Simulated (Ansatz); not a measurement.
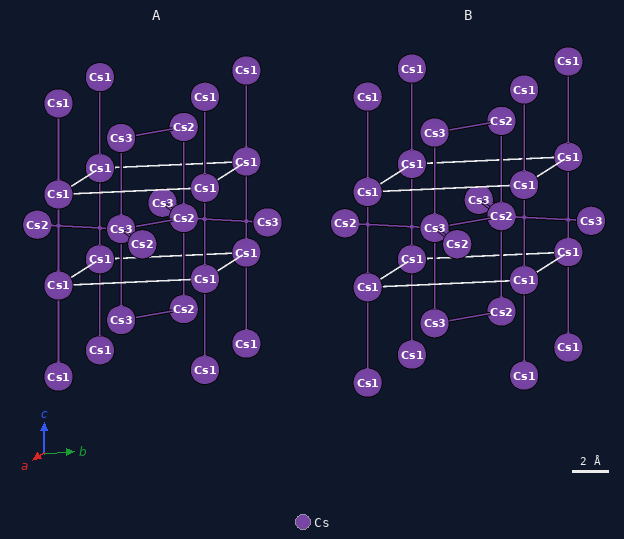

Two geometries of solid Cs (a generated structure, set up in P6/mmm), drawn at one scale. One is the start of a relaxation, the other its converged end. A ball-and-stick model of the cell of the calculation, seen slightly off an axis.

Method: DFT, RPBE, plane waves (420 eV) with PAW, scalar-relativistic (Ansatz). Set-up: plane-wave cutoff 420 eV; k-point mesh 5 × 5 × 6; occupations fermi dirac; smearing width 0.1 eV; no spin polarisation; cell and atoms relaxed; force threshold 0.01 eV/Å; at most 60 steps.

Q: Which of the two is the end point?

A: Structure B is the relaxed one. Phase: omega (AlB2-type). No atom moves by more than 0.005 Å relative to the cell. The drawn cell changes as follows: a = b 8.546 → 9.127 Å (+6.8 %), c 5.239 → 5.486 Å (+4.7 %); the volume changes by +19.4 %. Near-neighbour distances that change, for instance: Cs2–Cs3 4.934 → 5.269 Å, Cs1–Cs1 5.239 → 5.486 Å. The space group stays P6/mmm (No. 191). After 3 accepted moves (4 points after the start) the energy has fallen by 76.5 meV per cell of the calculation. All forces vanish by symmetry, so only the cell relaxes. The pressure goes from 0.41 to 0.01 GPa. At 1 point the geometry stayed and the basis and grid were re-selected for the new cell (energy shift of 0.5 meV per cell of the calculation at most each time). Cost: 12 s on 2 threads of Intel(R) Xeon(R) 6975P-C (Granite Rapids) (shared host), peak memory 0.64 GiB.
